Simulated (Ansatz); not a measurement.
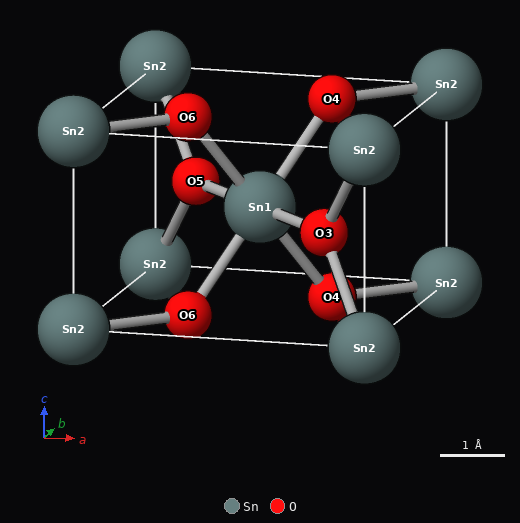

Figure 1. The input geometry of run A (ball-and-stick view of the cell of the calculation, seen slightly off an axis; atoms are numbered from 1 in the order of the input). Near neighbours in the crystal (not all of them lie inside the picture): Sn has 6 O at 2.05 to 2.06 Å; O has 3 Sn at 2.05 to 2.06 Å.

# Two runs on SnO$_{2}$

System: SnO$_{2}$ (P4₂/mnm, 6 atoms in the cell).
Method of run A: Kohn-Sham DFT of a periodic cell, r2SCAN50, Ansatz PAW, no spin polarisation (Ansatz 0.2.0).

The structure derives from an entry of the Crystallography Open Database. Text and figures count atoms from 1; the logs count them from 0 in places.

### Input file, run A
```yaml
crystal:
  lattice:
    - [4.738, 0.0, 0.0]
    - [0.0, 4.738, 0.0]
    - [0.0, 0.0, 3.1865]
  atoms:
    - { symbol: Sn, position: [0.5, 0.5, 0.5] }
    - { symbol: Sn, position: [0.0, 0.0, 0.0] }
    - { symbol: O, position: [0.8071, 0.1929, 0.5] }
    - { symbol: O, position: [0.6929, 0.6929, 0.0] }
    - { symbol: O, position: [0.1929, 0.8071, 0.5] }
    - { symbol: O, position: [0.3071, 0.3071, 0.0] }
hamiltonian:
  xc: r2scan50
  pseudopotentials: { kind: paw }
kpoints:
  mp_grid: { grid: [3, 3, 5] }
scf:
  occupations: { method: fermi_dirac, width: 0.05 }
output:
  forces: true
  stress: true
  eigenvalues: true
```

Launched with:
```bash
ansatz run input.yaml --threads 2 --pin off --max-ram 5632MiB --backend cpu --events-out ev --progress --plain --runs-dir out
```

Hardware: 2 threads of Arm Neoverse V1, 24 GiB of memory available, shared host.

### Output, shortened to warnings, some set-up lines, iterations and results (run A)
```
Warning: output.stress: scf.convergence.dr2_threshold = 1e-7 eV (the SCF's general default) is looser than the 6e-10 eV advised for a printed stress (1e-10 eV for each atom of the cell: 6). What an SCF threshold leaves in a stress goes as its square root, and in the free energy as the threshold itself, and one threshold admits the most on a small cell: of the crystals measured, under no hybrid …
Warning: output.stress: scf.exx.energy_threshold = 1e-6 eV is looser than the 6e-8 eV advised for a stress under a hybrid functional (1e-8 eV for each atom of the cell: 6). Every SCF of the exchange loop can meet its threshold on dr2 while the loop round them stops early: no threshold on dr2 bounds what that leaves in the stress. Set scf.exx.energy_threshold to 6e-8 eV or tighter. The threshold …
Basis set: ecut = 500 eV, 1835 PW (Γ), exchange–correlation on 144×144×96 points (64 copies of the dense FFT grid, shifted against one another)
Symmetry: 16 space group operations
k-points: 9 of 45
Initial density: superposition of atomic densities (neutral atoms: chi_scale 0, normalization atom), corrected by the library's trained network
[...]
SCF iter   1: F=—  HF=-14352.310012 eV  |F-HF|=—  |Δ(HF+E_count)|=         —  Δρ=1.03e-2  dr2=5.47e-2  dr2_τ=2.81e-1  ethr=1.77e-3  ⟨swp⟩=7.0  Hψ=1341  notcnv=0
SCF iter   2: F=—  HF=-14352.419408 eV  |F-HF|=—  |Δ(HF+E_count)|=   1.09e-1  Δρ=5.60e-3  dr2=7.92e-3  dr2_τ=1.58e-3  ethr=1.05e-4  ⟨swp⟩=5.9  Hψ=847  notcnv=0  defer=11
SCF iter   3: F=—  HF=-14352.419826 eV  |F-HF|=—  |Δ(HF+E_count)|=   4.18e-4  Δρ=1.73e-3  dr2=1.46e-3  dr2_τ=1.54e-4  ethr=1.52e-5  ⟨swp⟩=3.8  Hψ=631  notcnv=0
SCF iter   4: F=-14352.419721 eV  HF=-14352.419759 eV  |F-HF|=3.79e-5  |Δ(HF+E_count)|=   6.69e-5  Δρ=2.62e-4  dr2=4.76e-5  dr2_τ=2.06e-6  ethr=8.36e-8  ⟨swp⟩=4.2  Hψ=1414  …
SCF 1 stopped early in 4 iterations: F = -14352.419721 eV  dr2 = 4.76e-5
[... 14 lines ...]
SCF 3 converged in 7 iterations: F = -14348.792770 eV  dr2 = 5.88e-11
SCF iter   1: F=—  HF=-14348.792764 eV  |F-HF|=—  |Δ(HF+E_count)|=         —  Δρ=8.83e-6  dr2=3.66e-8  dr2_τ=2.44e-9  ethr=8.19e-9  ⟨swp⟩=7.0  Hψ=791  notcnv=0
SCF iter   2: F=—  HF=-14348.792764 eV  |F-HF|=—  |Δ(HF+E_count)|=   9.55e-8  Δρ=5.86e-6  dr2=1.26e-8  dr2_τ=5.53e-10  ethr=4.22e-11  ⟨swp⟩=5.0  Hψ=955  notcnv=0  defer=3
SCF iter   3: F=-14348.792764 eV  HF=-14348.792764 eV  |F-HF|=1.01e-9  |Δ(HF+E_count)|=   1.13e-9  Δρ=1.61e-6  dr2=1.63e-9  dr2_τ=1.59e-10  ethr=2.18e-11  ⟨swp⟩=4.9  Hψ=775  …
SCF 4 converged in 3 iterations: F = -14348.792764 eV  dr2 = 1.63e-9
  Residual-converged pass: ⟨swp⟩=3.0  Hψ=694  notcnv=0  max |occ|·‖R‖ = 7.1e-7 eV (tolerance 7.5e-7 eV)  dr2=1.64e-9  dr2_τ=1.62e-10  dr2_onsite=7.45e-11  max |Δocc| = 0.0e0
hybrid outer 3: dexx = +1.075e-7 eV, tail = 8.43e-9 eV, Δε = 3.58e-4 eV (about 3.47e-5 eV left of the loop's levels), ΔF = 3.33e-4 eV/Å (tail 2.30e-4)
hybrid SCF converged: 3 outer / 16 inner (+4 warm-up), last move |dexx| = 1.07e-7 eV, tail = 8.43e-9 eV
Stability not checked: this state was not tested for a lower state beside it, because the functional holds exact exchange (a hybrid, or Hartree-Fock), whose exchange loop this test does not read (fock_operator; see scf.lower_state_search)
Free energy (F): -14348.792764 eV
Frozen-core exchange: fock
Harris-Foulkes:  -14348.792764 eV  (|F-HF|=1.01e-9)
Internal energy: -14348.792764 eV  (E = F + TS)
E sigma→0 (E₀):  -14348.792764 eV
Fermi energy:    9.183036 eV
--- Per-component energies (eV) ---
  E_band       = -382.383648
  E_kinetic    = 1090.675179
  E_local      = -2856.345110  (includes V_loc(G=0)·N_el)
  E_nonlocal   = 123.127040
  E_hartree    = 1498.703655
  E_xc         = -554.258867
  E_vxc        = -322.354505  (∫ρ·V_xc dr)
  E_exx        = -349.600484  (= α·E_x^exact, valence–valence)
  E_paw        = -9119.583070  (= ΣΔE_a)
  E_vpaw       = -727.623883  (= ΣTr[D̂ρ^β])
  E_aug_tail   = 0.003980  (compensation charges beyond the density's cutoff)
  E_vtau       = 11.925933  (kinetic-family band-sum trace: ∫τ·v_τ [+ j·A + Jᵃ·Aᵃ] dr)
  E_ewald      = -4182.851779
  E_core_change = 1.336683  (= ΣΔE_core)
  E_smearing   = -0.000000  (= −TS)
  E_closure    = 0.000009  (closes the sum)
  Σ components = -14348.792764   (vs F -14348.792764, Δ=1.82e-12)
--- Forces (eV/Å), atoms counted from 1 ---
  atom   1  Sn    -0.00000000     0.00000000    -0.00000000
  atom   2  Sn     0.00000000     0.00000000     0.00000000
  atom   3  O     -0.07363663     0.07363663    -0.00000000
  atom   4  O      0.07363663     0.07363663    -0.00000000
  atom   5  O      0.07363663    -0.07363663     0.00000000
  atom   6  O     -0.07363663    -0.07363663     0.00000000
  max |Σ_I F_I| component: 1.39e-17 eV/Å
--- Stress (GPa, compression-positive) ---
       -7.156906       0.000000       0.000000
        0.000000      -7.156906       0.000000
        0.000000       0.000000      -9.656522
  P = ⅓ Tr σ = -7.9901 GPa (-79.901 kbar)
```

Run B used a changed input.

### The two runs side by side

```csv
quantity,run A,run B
outcome,converged,converged
free energy per atom (eV),−2391.4655,−2366.5490
gap on the mesh (eV),6.65,3.67
pressure (GPa),−7.99,−2.84
largest force (eV/Å),0.104,0.133
SCF iterations,20,14
irreducible k-points,9,9
plane waves at Γ,1835,1411
wall time (shared host),31 s,19 s
```

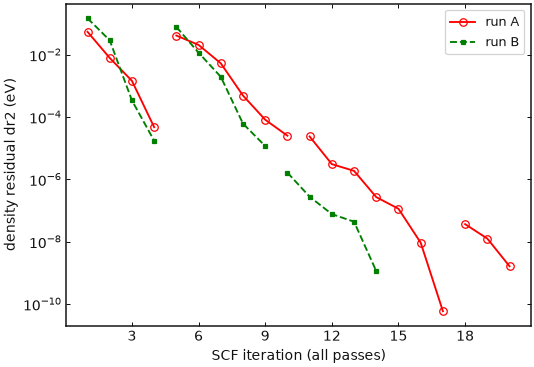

Figure 2. Convergence of the two runs: density residual dr2 against the SCF iteration. A break in a curve parts two SCF passes. Run A takes 20 iterations in all, and run B takes 14.

Which change of the input explains these differences?

The change (lines with − go, lines with + come):
```diff
-  xc: r2scan50
+  xc: { exchange: pbesol, correlation: pbesol, exx: { coeff: 0.25 } }
```

The total energies belong to different methods, so their difference says nothing on which is more stable or more accurate. The gap on the mesh goes from 6.65 to 3.67 eV. The pressure goes from −7.99 to −2.84 GPa. The largest force goes from 0.104 to 0.133 eV/Å. The functional changes from r2scan50 to one typed by its parts (see the changed lines). The SCF takes 14 iterations against 20. The default cutoff goes from 500 to 420 eV with the change. The plane waves at Γ go from 1835 to 1411. On the same kind of shared host run B took about 0.6 times as long.

### Output, shortened to warnings, some set-up lines, iterations and results (run B)
```
Warning: output.stress: scf.convergence.dr2_threshold = 1e-7 eV (the SCF's general default) is looser than the 6e-10 eV advised for a printed stress (1e-10 eV for each atom of the cell: 6). What an SCF threshold leaves in a stress goes as its square root, and in the free energy as the threshold itself, and one threshold admits the most on a small cell: of the crystals measured, under no hybrid …
Warning: output.stress: scf.exx.energy_threshold = 1e-6 eV is looser than the 6e-8 eV advised for a stress under a hybrid functional (1e-8 eV for each atom of the cell: 6). Every SCF of the exchange loop can meet its threshold on dr2 while the loop round them stops early: no threshold on dr2 bounds what that leaves in the stress. Set scf.exx.energy_threshold to 6e-8 eV or tighter. The threshold …
Basis set: ecut = 420 eV, 1411 PW (Γ), exchange–correlation on 64×64×48 points (8 copies of the dense FFT grid, shifted against one another)
Symmetry: 16 space group operations
k-points: 9 of 45
Initial density: superposition of atomic densities (neutral atoms: chi_scale 0, normalization atom), corrected by the library's trained network
[...]
SCF iter   1: F=—  HF=-14143.086610 eV  |F-HF|=—  |Δ(HF+E_count)|=         —  Δρ=1.63e-2  dr2=1.49e-1  ethr=1.77e-3  ⟨swp⟩=6.7  Hψ=1320  notcnv=0
SCF iter   2: F=—  HF=-14143.054634 eV  |F-HF|=—  |Δ(HF+E_count)|=   3.20e-2  Δρ=7.65e-3  dr2=2.91e-2  ethr=2.86e-4  ⟨swp⟩=4.8  Hψ=825  notcnv=0
SCF iter   3: F=—  HF=-14143.045580 eV  |F-HF|=—  |Δ(HF+E_count)|=   9.05e-3  Δρ=9.22e-4  dr2=3.42e-4  ethr=6.63e-7  ⟨swp⟩=3.9  Hψ=1408  notcnv=0
SCF iter   4: F=-14143.045590 eV  HF=-14143.045585 eV  |F-HF|=5.26e-6  |Δ(HF+E_count)|=   4.90e-6  Δρ=2.11e-4  dr2=1.75e-5  ethr=6.58e-7  ⟨swp⟩=3.0  Hψ=612  notcnv=0
SCF 1 stopped early in 4 iterations: F = -14143.045590 eV  dr2 = 1.75e-5
[... 7 lines ...]
SCF iter   2: F=—  HF=-14199.293940 eV  |F-HF|=—  |Δ(HF+E_count)|=   5.26e-6  Δρ=2.37e-5  dr2=2.78e-7  ethr=2.63e-9  ⟨swp⟩=5.0  Hψ=1028  notcnv=0
SCF iter   3: F=—  HF=-14199.293940 eV  |F-HF|=—  |Δ(HF+E_count)|=   4.58e-8  Δρ=9.52e-6  dr2=7.69e-8  ethr=4.01e-10  ⟨swp⟩=3.4  Hψ=626  notcnv=0
SCF iter   4: F=—  HF=-14199.293941 eV  |F-HF|=—  |Δ(HF+E_count)|=   3.88e-7  Δρ=8.14e-6  dr2=4.38e-8  ethr=3.00e-11  ⟨swp⟩=5.2  Hψ=1015  notcnv=0
SCF iter   5: F=-14199.293941 eV  HF=-14199.293941 eV  |F-HF|=6.55e-11  |Δ(HF+E_count)|=   1.52e-8  Δρ=7.72e-7  dr2=1.14e-9  ethr=3.00e-11  ⟨swp⟩=4.0  Hψ=772  notcnv=0
SCF 3 converged in 5 iterations: F = -14199.293941 eV  dr2 = 1.14e-9
  Residual-converged pass: ⟨swp⟩=3.1  Hψ=671  notcnv=0  max |occ|·‖R‖ = 7.2e-7 eV (tolerance 7.7e-7 eV)  dr2=1.15e-9  dr2_onsite=6.77e-11  max |Δocc| = 8.6e-25
hybrid outer 2: dexx = +2.105e-6 eV, tail = 4.36e-8 eV, Δε = 4.51e-3 eV (about 1.26e-4 eV left of the loop's levels), ΔF = 2.08e-3 eV/Å (tail 6.81e-4)
hybrid SCF converged: 2 outer / 10 inner (+4 warm-up), last move |dexx| = 2.10e-6 eV, tail = 4.36e-8 eV
Stability not checked: this state was not tested for a lower state beside it, because the functional holds exact exchange (a hybrid, or Hartree-Fock), whose exchange loop this test does not read (fock_operator; see scf.lower_state_search)
Free energy (F): -14199.293940 eV
Frozen-core exchange: fock
Harris-Foulkes:  -14199.293940 eV  (|F-HF|=6.55e-11)
Internal energy: -14199.293940 eV  (E = F + TS)
E sigma→0 (E₀):  -14199.293940 eV
Fermi energy:    9.508757 eV
--- Per-component energies (eV) ---
  E_band       = -246.542922
  E_kinetic    = 1085.364654
  E_local      = -2858.669776  (includes V_loc(G=0)·N_el)
  E_nonlocal   = 134.653721
  E_hartree    = 1489.412367
  E_xc         = -802.107419
  E_vxc        = -434.206779  (∫ρ·V_xc dr)
  E_exx        = -173.674361  (= α·E_x^exact, valence–valence)
  E_paw        = -8892.365359  (= ΣΔE_a)
  E_vpaw       = -805.170009  (= ΣTr[D̂ρ^β])
  E_aug_tail   = 0.009933  (compensation charges beyond the density's cutoff)
  E_ewald      = -4182.851779
  E_core_change = 0.934080  (= ΣΔE_core)
  E_smearing   = -0.000000  (= −TS)
  E_closure    = -0.000001  (closes the sum)
  Σ components = -14199.293940   (vs F -14199.293940, Δ=0.00e0)
--- Forces (eV/Å), atoms counted from 1 ---
  atom   1  Sn    -0.00000000     0.00000000    -0.00000000
  atom   2  Sn     0.00000000     0.00000000     0.00000000
  atom   3  O     -0.09399676     0.09399676     0.00000000
  atom   4  O      0.09399676     0.09399676    -0.00000000
  atom   5  O      0.09399676    -0.09399676    -0.00000000
  atom   6  O     -0.09399676    -0.09399676     0.00000000
  max |Σ_I F_I| component: 1.39e-17 eV/Å
--- Stress (GPa, compression-positive) ---
       -2.633298       0.000000       0.000000
        0.000000      -2.633298       0.000000
        0.000000       0.000000      -3.248894
  P = ⅓ Tr σ = -2.8385 GPa (-28.385 kbar)
```

For both runs: Warnings: the exchange loop's threshold is looser than advised for the stress; the SCF threshold is looser than advised for the printed stress. For run A: The cell is under a tension of 8.0 GPa at this level, so it is not at its equilibrium volume.
